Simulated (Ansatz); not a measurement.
Single-point calculation, with input and output: TaN

- system: TaN (Fm-3m, 2 atoms in the cell)
- method: DFT r2SCAN, scalar-relativistic, plane waves, PAW, no spin polarisation (Ansatz 0.2.0)

The structure derives from an entry of the Crystallography Open Database. Figures and captions count atoms from 1; the log counts them from 0 in places.

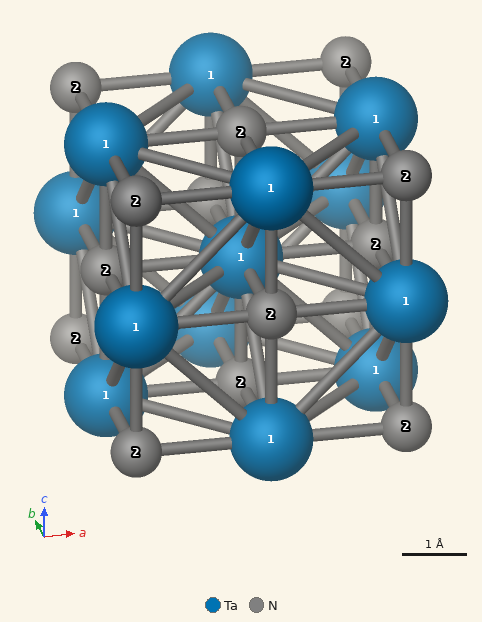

*The structure (ball-and-stick view of the cell 4 times as large as that of the calculation, set on its symmetry axes, seen at an oblique angle; atoms are numbered from 1 in the order of the input). An atom can appear more than once, as a periodic image.*

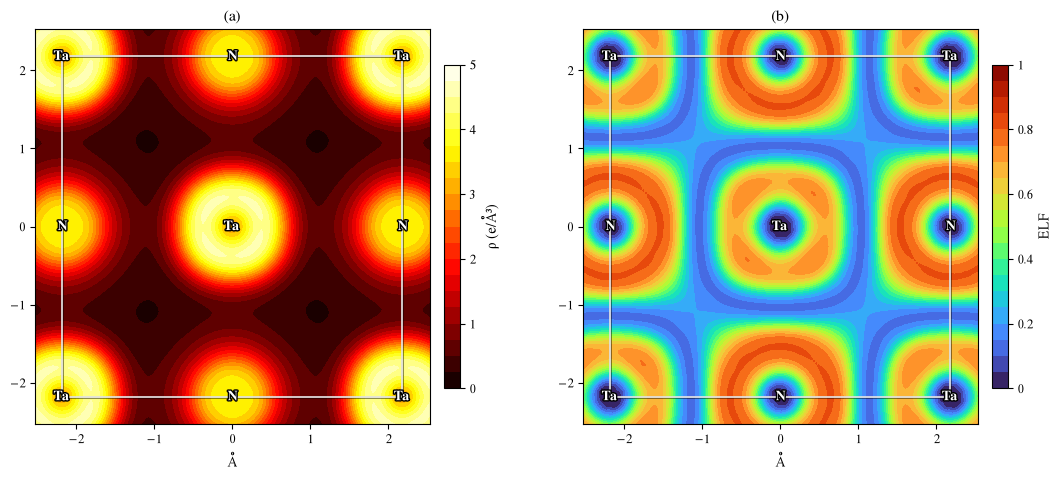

*(a) valence pseudo-density; (b) electron localisation function on the (100) plane of the conventional cell.*

Ta–N (2.18 Å): ρ is about 0.55 e/Å³ halfway; the ELF is about 0.15 at the midpoint; no shared pair; the contact is polar. Ta–Ta (3.08 Å): ρ is about 0.24 e/Å³ halfway; the ELF is about 0.20 at the midpoint (no shared electron pair). Away from the nuclei the density in this plane falls to 0.24 e/Å³ at its lowest. The strong features right at Ta lie inside the PAW spheres (semicore, d or f shells) and say nothing about bonding. Core electrons are frozen (PAW), so the fields are smoothed inside the atomic spheres.

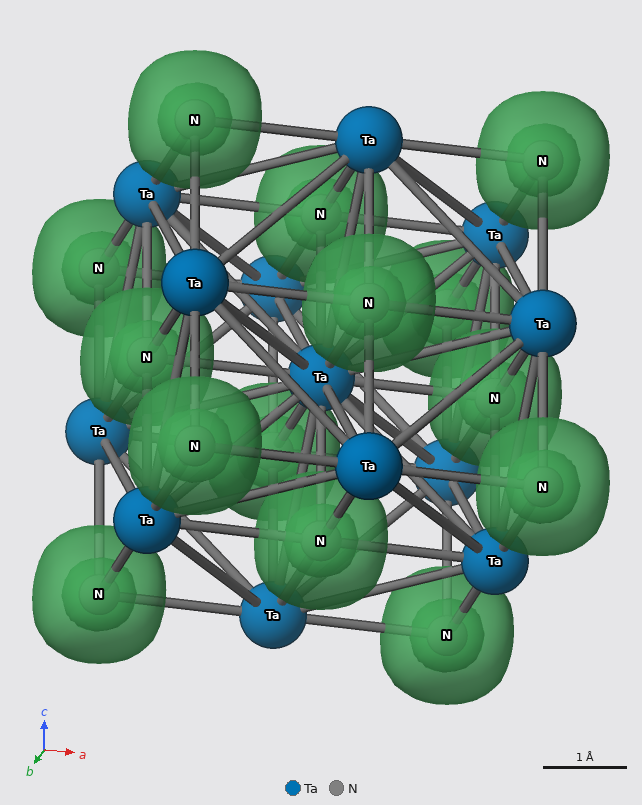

*Isosurface of the electron localisation function at 0.7 (green), seen at an oblique angle. Only the valence region is drawn (cores and ρ < 0.01 e/Å³ removed). Sticks mark near contacts. The outline is the cell set on symmetry axes.*

Along the contacts the grid gives the following. Ta–N (2.18 Å): the ELF is about 0.15 at the midpoint; a polar contact without a shared pair, in a metal. Ta–Ta (3.08 Å): the ELF is about 0.20 at the midpoint; no shared electron pair.

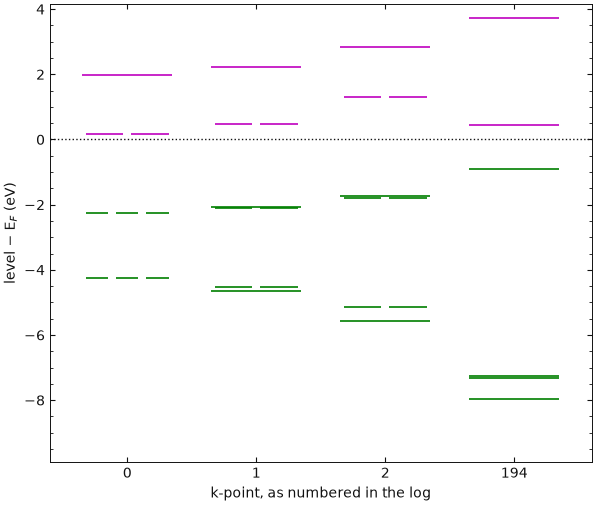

*Kohn–Sham levels near the Fermi level (dotted) at the few k-points that the log prints; levels within 0.02 eV of each other stand side by side.*

The system is metallic on the full mesh.

The input that produced these results follows, with the program's output.

## The input
```yaml
crystal:
  lattice:
    - [0.0, 2.179, 2.179]
    - [2.179, 0.0, 2.179]
    - [2.179, 2.179, 0.0]
  atoms:
    - { symbol: Ta, position: [0.5, 0.5, 0.5] }
    - { symbol: "N", position: [0.0, 0.0, 0.0] }
basis:
  ecutwfc: 500
kpoints:
  mp_grid: { grid: [18, 18, 18] }
hamiltonian:
  xc: r2scan
scf:
  occupations: { method: gaussian, width: 0.15 }
output:
  forces: true
  stress: true
  eigenvalues: true
  write_density: true
  write_potential: true
  elf: true
  volumetric_format: npy
```

Launched with:
```bash
ansatz run input.yaml --threads 1 --pin off --max-ram 2560MiB --backend cpu --events-out ev --progress --plain --runs-dir out
```

## What the program printed
```
Engine: ansatz 0.2.0, x86_64-unknown-linux-gnu
Pseudopotentials: kind: paw
Pseudopotential: Ta, paw, valence charge 13, recommended cutoff 500 eV (meta_gga), Ta.paw.azcp
Pseudopotential: N, paw, valence charge 5, recommended cutoff 500 eV (meta_gga), N.paw.azcp
Functional definition: r2SCAN
  parameter k0 = 0.174
  parameter k1 = 0.065
  parameter a1 = 4.9479
  exchange = r2scan_x(k0 = k0, k1 = k1, a1 = a1)
  correlation = r2scan_c
Crystal: 2 atoms, lattice volume = 20.692 Å³
Basis set: ecut = 500 eV, 531 PW (Γ), exchange–correlation on 96×96×96 points (64 copies of the dense FFT grid, shifted against one another)
Bands: 13, of which v1, the nominal top of the filled ones, is band 9 counted from 1 (8 counted from 0)
Symmetry: 48 space group operations
Space group: Fm-3m (ITA 225), of the structure as read, at distance tolerance 2.7e-5 Å
k-points: 195 of 5832
Non-local potential: Ta, projectors of the file, l = 0: 3, l = 1: 2, l = 2: 2, l = 3: 1
Non-local potential: N, projectors of the file, l = 0: 2, l = 1: 2, l = 2: 1
PAW form: soft (Blöchl's): semilocal exchange-correlation on the pseudo side does not see the compensation charge
PAW frozen core: Ta, regenerated for the run's functional (the file was generated under x = pbe(κ = 0.804, μ = 0.2195149727645171), c = pbe(β = 0.06672455060314922))
PAW frozen core: N, regenerated for the run's functional (the file was generated under x = pbe(κ = 0.804, μ = 0.2195149727645171), c = pbe(β = 0.06672455060314922))
PAW one-centre angular grid: Ta, 590 points (default); XC on 160 Gauss nodes
PAW one-centre angular grid: N, 302 points (default); XC on 160 Gauss nodes
Initial density: superposition of atomic densities (neutral atoms: chi_scale 0, normalization atom), corrected by the library's trained network
Initial wavefunctions: pseudopotential atomic-orbital guess
Functional: x = r2scan, c = r2scan; τ floored in thin density (d = 2e-4 eV/Å³)
SCF iter   1: F=—  HF=-10330.966855 eV  |F-HF|=—  |Δ(HF+E_count)|=         —  Δρ=7.31e-3  dr2=3.41e-3  dr2_τ=1.44e-1  ethr=1.77e-3  ⟨swp⟩=5.5  Hψ=31677  notcnv=0  defer=33
automatic band count: the SCF goes on with 17 bands, as 13 were too few: the levels above may hold too much charge
preconditioner: auto → none  [metal: Δε(μ)=0.033 eV  Ē_g=16.780 eV  σ=0.150 eV  W_gap=0.12  n_scr=8 (ndim 8)  ℏωp=25.8 eV  f_vac=0.000  D(μ)=0.81/eV (n_scr^D=8)  sad-step TF]
SCF iter   2: F=—  HF=-10331.043041 eV  |F-HF|=—  |Δ(HF+E_count)|=   7.62e-2  Δρ=6.25e-3  dr2=5.18e-3  dr2_τ=3.21e-4  ethr=1.89e-5  ⟨swp⟩=2.0  Hψ=7557  notcnv=0  defer=471
SCF iter   3: F=—  HF=-10331.043297 eV  |F-HF|=—  |Δ(HF+E_count)|=   2.56e-4  Δρ=3.74e-3  dr2=9.13e-4  dr2_τ=1.85e-4  ethr=1.89e-5  ⟨swp⟩=2.1  Hψ=3621  notcnv=0  defer=471
SCF iter   4: F=—  HF=-10331.043921 eV  |F-HF|=—  |Δ(HF+E_count)|=   6.24e-4  Δρ=1.69e-3  dr2=4.77e-4  dr2_τ=4.82e-5  ethr=5.07e-6  ⟨swp⟩=2.1  Hψ=4042  notcnv=0  defer=471
SCF iter   5: F=—  HF=-10331.043866 eV  |F-HF|=—  |Δ(HF+E_count)|=   5.53e-5  Δρ=1.01e-3  dr2=2.34e-4  dr2_τ=7.85e-6  ethr=2.65e-6  ⟨swp⟩=1.0  Hψ=2830  notcnv=0  defer=471
SCF iter   6: F=—  HF=-10331.043824 eV  |F-HF|=—  |Δ(HF+E_count)|=   4.20e-5  Δρ=3.55e-4  dr2=3.01e-5  dr2_τ=8.36e-7  ethr=1.30e-6  ⟨swp⟩=1.4  Hψ=3059  notcnv=0  defer=471
SCF iter   7: F=—  HF=-10331.043819 eV  |F-HF|=—  |Δ(HF+E_count)|=   4.51e-6  Δρ=8.03e-5  dr2=1.44e-6  dr2_τ=4.43e-8  ethr=1.67e-7  ⟨swp⟩=2.0  Hψ=3464  notcnv=0  defer=471
SCF iter   8: F=-10331.043819 eV  HF=-10331.043819 eV  |F-HF|=3.09e-8  |Δ(HF+E_count)|=   9.45e-8  Δρ=1.63e-5  dr2=5.77e-8  dr2_τ=2.60e-9  ethr=5.56e-10  ⟨swp⟩=11.5  Hψ=21745  notcnv=0
SCF 1 converged in 8 iterations: F = -10331.043819 eV  dr2 = 5.77e-8
  greatest PAW one-centre occupation: 0.998 electrons in one spin orbital (limit 2), on the Ta atom at site 0 (counted from 0), in its partial waves of l = 0
SCF converged after 8 iterations
Free energy (F): -10331.043819 eV
Harris-Foulkes:  -10331.043819 eV  (|F-HF|=3.09e-8)
Internal energy: -10331.034781 eV  (E = F + TS)
E sigma→0 (E₀):  -10331.039300 eV
Entropy (-TS):   -0.009038 eV (-4.519 meV/atom)
Fermi energy:    22.431792 eV
--- Per-component energies (eV) ---
  E_band       = -49.486178
  E_kinetic    = 505.207073
  E_local      = -565.848315  (includes V_loc(G=0)·N_el)
  E_nonlocal   = 60.131418
  E_hartree    = 192.869568
  E_xc         = -266.450628
  E_vxc        = -309.629748  (∫ρ·V_xc dr)
  E_paw        = -8552.637584  (= ΣΔE_a)
  E_vpaw       = -141.084908  (= ΣTr[D̂ρ^β])
  E_aug_tail   = 0.000078  (compensation charges beyond the density's cutoff)
  E_vtau       = 15.997264  (kinetic-family band-sum trace: ∫τ·v_τ [+ j·A + Jᵃ·Aᵃ] dr)
  E_ewald      = -1703.520548
  E_core_change = -0.785845  (= ΣΔE_core)
  E_smearing   = -0.009038  (= −TS)
  E_closure    = 0.000000  (closes the sum)
  Σ components = -10331.043819   (vs F -10331.043819, Δ=0.00e0)
--- Forces (eV/Å), atoms counted from 1 ---
  atom   1  Ta     0.00000000    -0.00000000     0.00000000
  atom   2  N     -0.00000000    -0.00000000    -0.00000000
  max |Σ_I F_I| component: 2.90e-29 eV/Å
--- Stress (GPa, compression-positive) ---
        9.785909       0.000000      -0.000000
       -0.000000       9.785909       0.000000
       -0.000000       0.000000       9.785909
  P = ⅓ Tr σ = 9.7859 GPa (97.859 kbar)
--- Band table (eV; the first three rows and the last of 195) ---
  k-point 0: bands = ["-49.0266", "-14.6059", "-14.6059", "-14.6059", "2.2016", "18.1852", "18.1852", "18.1852", "20.1834", "20.1834", "20.1834", "22.5996", "22.5996", "24.4126", "32.1034", "47.5566", "47.5566"]
  k-point 1: bands = ["-49.0246", "-14.6380", "-14.6086", "-14.6086", "2.2808", "17.7686", "17.9064", "17.9064", "20.3160", "20.3160", "20.3734", "22.9220", "22.9220", "24.6486", "32.3474", "46.4028", "47.0167"]
  k-point 2: bands = ["-49.0186", "-14.7292", "-14.6164", "-14.6164", "2.5114", "16.8605", "17.2845", "17.2845", "20.6368", "20.6368", "20.6960", "23.7441", "23.7441", "25.2759", "33.0358", "44.4415", "45.6769"]
  k-point 194: bands = ["-48.9351", "-15.2208", "-15.1343", "-14.9570", "4.1025", "14.4755", "15.1017", "15.1673", "21.5270", "22.8684", "26.1502", "26.7974", "27.5158", "33.2666", "34.6016", "35.7940", "38.9212"]
```

## Summary

- outcome: converged
- space group (tolerance 0.01 Å): Fm-3m (225)
- electrons treated: 18
- free energy: −10331.0438 eV
- Fermi energy: 22.432 eV
- gap on the k-point mesh: none (metallic)
- pressure: 9.79 GPa
- largest force (length of the vector): under 0.001 eV/Å
- hardware: 1 thread of Intel Xeon @ 2.50GHz (Skylake/Cascade Lake), 189 GiB of memory available, shared host
- wall time: 22 s
- peak memory: 0.45 GiB

## Remarks

Spin–orbit coupling is left out, which matters for Ta. The cell is under a pressure of 9.8 GPa at this level, so it is not at its equilibrium volume.
